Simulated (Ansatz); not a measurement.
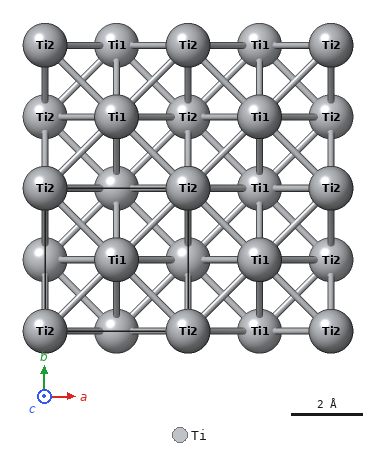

Starting structure of crystalline Ti (set up in Fm-3m). The picture is a ball-and-stick view of the conventional cell (2 times the calculation's cell), repeated 2 × 2 × 1 with one cell outlined, seen along the c axis. Lengths and directions refer to the drawn axes.

Computed with DFT PBEsol, scalar-relativistic, plane waves, PAW in Ansatz 0.2.0.

Settings: plane-wave cutoff 420 eV; k-point mesh 12 × 12 × 8; occupations gaussian; smearing width 0.15 eV; no spin polarisation.

```
Ti
1.0
     0.00000   -2.02792   -2.02792
     0.00000    2.02792   -2.02792
     4.05584    0.00000    0.00000
Ti
2
Direct
  0.50000 0.50000 0.50000
  0.00000 0.00000 0.00000
```

### Predict the outcome.

The atoms keep their places relative to the cell (all moves are under 0.005 Å). The drawn cell changes at constant volume: a 4.056 → 4.083 Å (+0.7 %), b = c 4.056 → 4.043 Å (−0.3 %). Near-neighbour distances that change, for instance: Ti1–Ti1 2.868 → 2.859 Å, Ti1–Ti2 2.868 → 2.873 Å. Within 0.06 Å the space group is Fm-3m at the start and Fm-3m at the end; at a tighter tolerance small leftover displacements or strains of the cell lower it.
